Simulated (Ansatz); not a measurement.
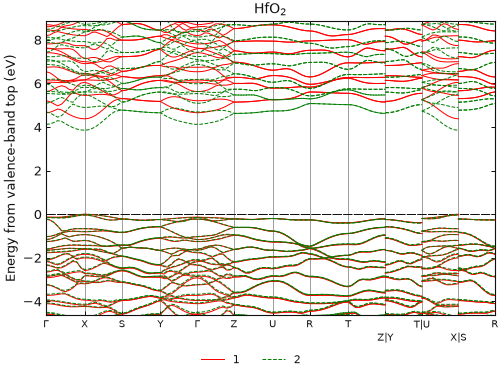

Band structures of HfO2, space group P2_12_12, 12 atoms in the cell (a = 5.08 Å, b = 5.16 Å, c = 4.89 Å, α = 90.00°, β = 90.00°, γ = 90.00°), by two methods on the same cell. Each is counted from its own valence-band top.

Q: Which curve is which? The methods: PBE, r2SCAN.

A: 1 is r2SCAN; 2 is PBE. r2SCAN gives a gap of 4.38 eV along the path and PBE gives a gap of 3.86 eV along the path.

Settings. r2SCAN: Ansatz PAW, no spin polarisation, no spin-orbit coupling, 5×5×6 k mesh, 500 eV cutoff, Fermi-Dirac smearing of 0.05 eV (Ansatz). PBE: Ansatz PAW, no spin polarisation, no spin-orbit coupling, 5×5×6 k mesh, 420 eV cutoff, Fermi-Dirac smearing of 0.05 eV (Ansatz).

In reduced coordinates of the cell that was run, X is (0, 0, 0.5), S is (0.5, 0, 0.5), Y is (0.5, 0, 0), Z is (0, 0.5, 0), U is (0, 0.5, 0.5), R is (0.5, 0.5, 0.5) and T is (0.5, 0.5, 0). The cell is at 10 GPa in PBE and 4 GPa in r2SCAN. Spin-orbit coupling is left out, which matters for Hf. LDA, GGA and most meta-GGA functionals understate gaps. The usual form of HfO2 is monoclinic. r2SCAN: the PAW data sets were made with another functional.
